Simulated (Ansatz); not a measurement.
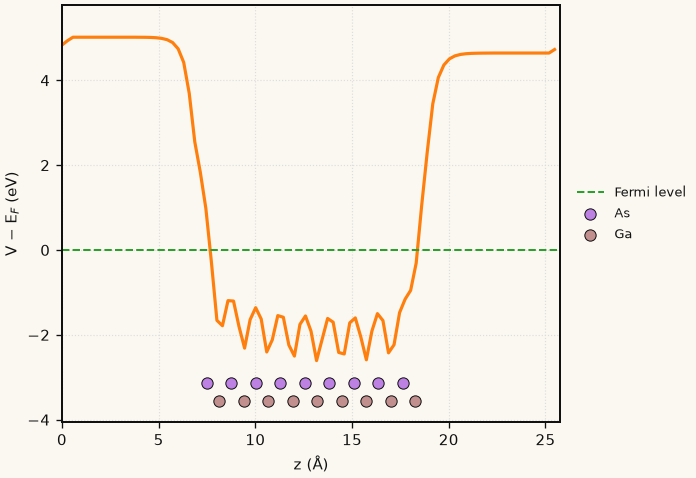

Plane-averaged electrostatic potential energy of an electron across the slab; circles at the bottom mark the heights of the atoms.

Structure: a (210) slab cut from GaAs (F-43m), unrelaxed, ended by Ga above and As below, 18 atoms in the cell.

Ansatz 0.2.0; DFT PBEsol, scalar-relativistic, plane waves, PAW, no spin polarisation, 7×6×1 k mesh, 420 eV cutoff, Gaussian smearing of 0.05 eV.

> Read off the work function of each face.

The work function is 4.64 eV at the right face and 5.02 eV at the left.

> Do the two faces differ, and what does that say about the slab's dipole?

The vacuum levels differ by 0.37 eV, so the slab carries a dipole along its normal.

> How thick are slab and vacuum?

The outermost atoms are 10.8 Å apart, which leaves 15.0 Å of vacuum in a cell 25.8 Å high.

The atoms aren't at rest in this cell (largest force 1.6 eV/Å), so the relaxed material can differ.
